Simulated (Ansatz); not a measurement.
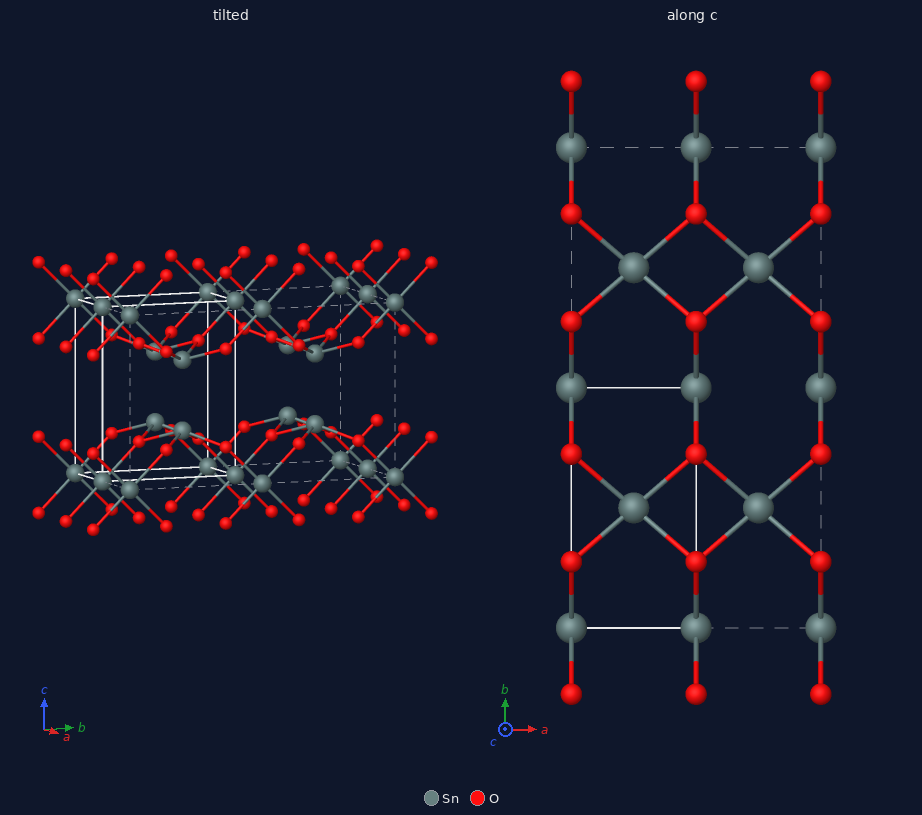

We look at a ball-and-stick model of the crystal slightly off an axis and along the c axis. A block of 2×2×1 cells is shown, with one conventional unit cell in solid outline. Some neighbours outside the box are added. Cell: a = 3.069 Å, b = 5.909 Å, c = 7.286 Å, α = 90.00°, β = 90.00°, γ = 90.00°.

Write a short crystallographic description.

- It has the composition Sn3O4.
- Space group: Pmmm (No. 47). Lattice: primitive orthorhombic.
- It has 7 atoms to the cell (3 Sn, 4 O).
- Around each Sn lie four O at about 2.1 to 2.3 Å. O is coordinated by three Sn at about 2.1 to 2.3 Å. Not all metal-metal contacts are counted.
- The bonds build Sn3O4 layers parallel to (001).

The initial geometry was a structure listed in the Materials Project. It was relaxed at fixed volume with DFT PBE, scalar-relativistic, plane waves, PAW (Ansatz).
